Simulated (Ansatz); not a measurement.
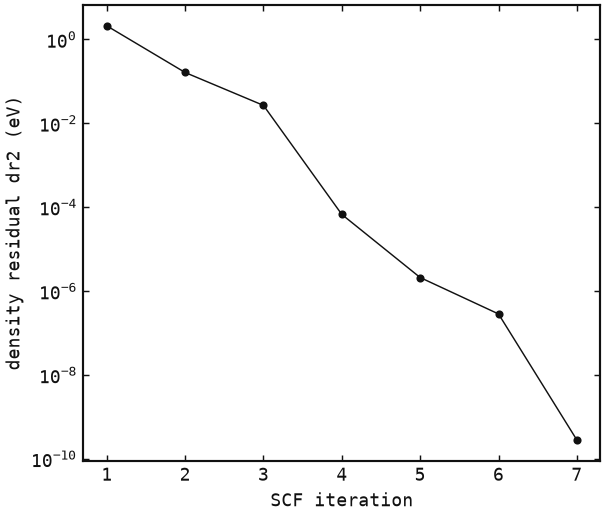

The plot shows the SCF iterations of a calculation: density residual dr2. The starting density is a sum of atomic densities corrected by a trained network.

AlN (2 atoms in the cell), run with Ansatz.

```
crystal:
  lattice:
    - [0.34714624, 1.61719348, 1.61719348]
    - [1.61719348, 0.34714624, 1.61719348]
    - [1.61719348, 1.61719348, 0.34714624]
  atoms:
    - { symbol: Al, position: [0.5, 0.5, 0.5] }
    - { symbol: "N", position: [0.0, 0.0, 0.0] }
basis:
  ecutwfc: 420
kpoints:
  mp_grid: { grid: [10, 10, 10] }
hamiltonian:
  xc: pbe
scf:
  occupations: { method: gaussian, width: 0.05 }
  max_iter: 100
output:
  forces: true
  eigenvalues: true
  stress: true
```

Launched with:
```bash
ansatz run input.yaml --threads 1 --pin off --max-ram 2560MiB --backend cpu --events-out ev --progress --plain --runs-dir out
```

### How did this run end?

It converged, after 7 iterations. The residual falls at every step.

### What is the residual at the start and at the end?

It starts near 2 and ends near 3 × 10⁻¹⁰ eV.

### Is anything amiss with this input?

The input holds a fault (a lattice far too small). The SCF closed all the same, which doesn't make the results meaningful for the real system.
